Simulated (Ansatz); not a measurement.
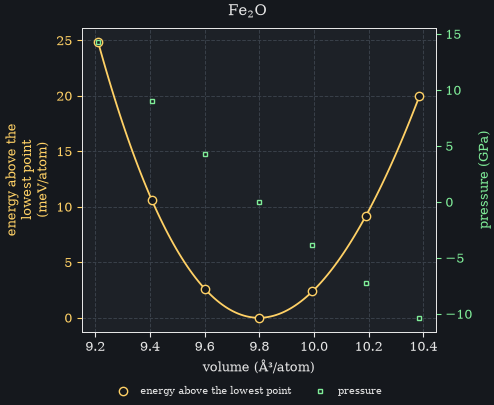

Plotted: energy above the lowest point and pressure against volume for Fe₂O, space group Fm-3m (No. 225) (one of a set of cubic test structures, which need not be the stable phase).

Computed with Ansatz 0.2.0 development build: equation of state of a cubic crystal from periodic Kohn-Sham density functional theory without spin, third-order Birch-Murnaghan fit to the free energies; pressure corrected for the finite basis. Level: PBE.

```tsv
setting	value
structure type	antifluorite
atoms in cell	3
space group number	225
lattice centring	face-centred primitive
k mesh	19×19×19
occupation method	Fermi–Dirac
occupation width	0.06123 eV
wave cutoff	700 eV
datasets	hard PAW
density tolerance	1e-09 eV
bands	23
density cutoff ratio	4
search for lower states	default
```

> Give the fitted equation-of-state parameters.

A third-order Birch–Murnaghan fit gives V0 = 9.80 Å³/atom, B0 = 202 GPa and B′ = 4.4.

> What does the pressure do across the range?

It falls from 14.3 GPa at volume 9.21 Å³/atom to −10.3 GPa at 10.39 Å³/atom, and changes sign near 9.80 Å³/atom.

Caveats: cubic model structure, not the ambient form; modest k-mesh, values are not fully converged in k; no spin polarisation, a magnetic state may lie lower.

The computed values:

| volume (Å³/atom) | energy above the lowest point (meV/atom) | pressure (GPa) |
| --- | --- | --- |
| 9.21 | 24.9 | 14.3 |
| 9.41 | 10.7 | 9.0 |
| 9.60 | 2.6 | 4.3 |
| 9.80 | 0.0 | 0.0 |
| 9.99 | 2.4 | −3.8 |
| 10.19 | 9.2 | −7.3 |
| 10.39 | 20.0 | −10.3 |
